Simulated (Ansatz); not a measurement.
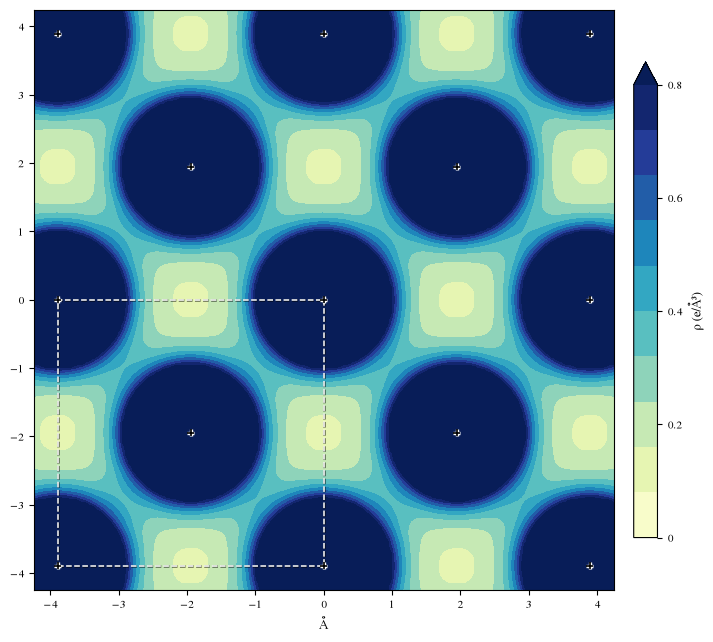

The valence charge density (pseudo) on a plane through atoms (crosses mark nuclei in the plane).

The calculation used DFT LDA, scalar-relativistic, plane waves, PAW (Ansatz 0.2.0).

Candidates:
A. Pt, a = 3.89 Å, b = 3.89 Å, c = 3.89 Å, α = 90.00°, β = 90.00°, γ = 90.00°. Space group Fm-3m; PAW files of the earlier set (soft_1).
B. C, a = 2.53 Å, b = 2.53 Å, c = 31.18 Å, α = 90.00°, β = 90.00°, γ = 120.00°. Space group R-3m; computed pressure about −16 GPa in this cell; PAW files of the earlier set (soft_1).

Which system is this?

Candidate A: Pt on the (010) plane of the conventional cell, which holds Pt. Pt–Pt (2.75 Å): ρ is about 0.38 e/Å³ halfway.
